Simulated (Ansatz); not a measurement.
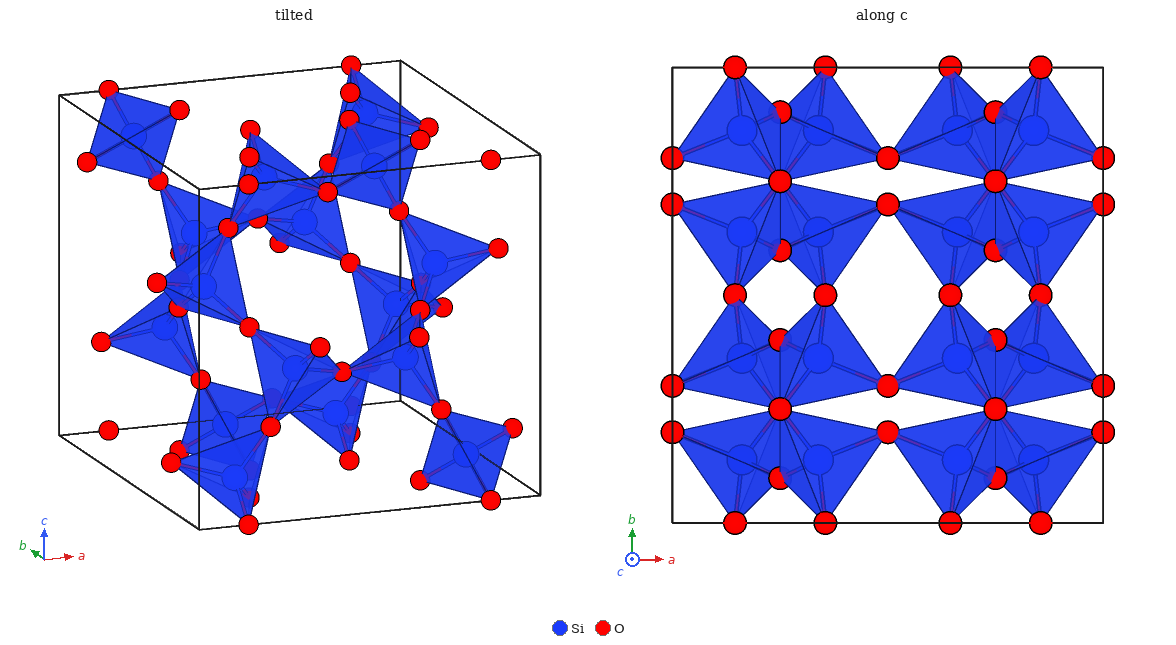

Polyhedral representation of a periodic structure, projected slightly off an axis and along the c axis. Atoms at the boundary of the conventional unit cell (the box) are drawn once for each face, edge or corner they touch.

SiO$_{2}$, space group Cmce (No. 64), a = 9.03 Å, b = 9.55 Å, c = 8.70 Å, α = 90.00°, β = 90.00°, γ = 90.00°.

The calculation: DFT r2SCAN, scalar-relativistic, plane waves, PAW (Ansatz), with a kinetic-energy cutoff of 500 eV, k-points about 0.24 Å⁻¹ apart, Gaussian smearing of 0.02 eV, no spin polarisation.

Question: What does the calculation say: metal or gapped?

Answer: An insulator at this level, with a gap of 6.31 eV on the k-mesh (the true edges may lie between mesh points, so the gap can be somewhat smaller).

The cell started as a structure listed in the Materials Project. It was relaxed at fixed volume with Ansatz 0.2.0, DFT r2SCAN, scalar-relativistic, plane waves, PAW.

At this level of theory the run's own cell isn't at rest (compressed, at 6 GPa), so its distances can differ from those at equilibrium, the more so the softer the solid.
